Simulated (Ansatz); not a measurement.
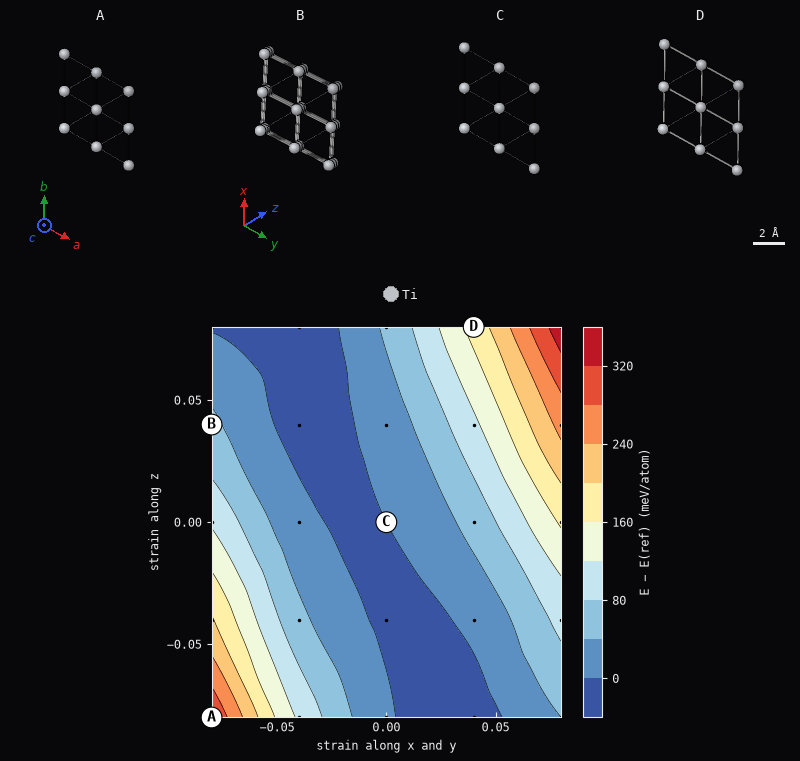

A scan of crystalline Ti (Im-3m): the cell is strained equally along x and y and separately along z, with the atoms kept at their fractional coordinates. x, y and z are the Cartesian axes of the input. The map is interpolated between the computed points (dots). The lettered frames are marked on it. The picture is a ball-and-stick view of the cell of the calculation, repeated 2 × 2 × 2 with one cell outlined, seen along the c axis.

All numbers below come from DFT r2SCAN, scalar-relativistic, plane waves, PAW in Ansatz 0.2.0. Set-up: plane-wave cutoff 500 eV; k-point mesh 20 × 20 × 20; occupations gaussian; smearing width 0.15 eV; no spin polarisation. Energies (free energies at the smearing named) are counted from the cell as listed in its source, which wasn't relaxed.

> Describe the energy landscape.

In pairs of (strain along x and y; strain along z): the lowest computed point lies at (−0.040, 0.080) (−18 meV/atom), the highest at (0.080, 0.080) (345 meV/atom). It lies on the edge of the grid, so the true minimum may be outside the range scanned. The pressure runs from −18.2 GPa at (0.080, 0.080) to 34.9 GPa at (−0.080, −0.080). The frames lie at A (−0.080, −0.080): 319 meV/atom, B (−0.080, 0.040): 47 meV/atom, C (0.000, 0.000): 0 meV/atom, D (0.040, 0.080): 174 meV/atom.
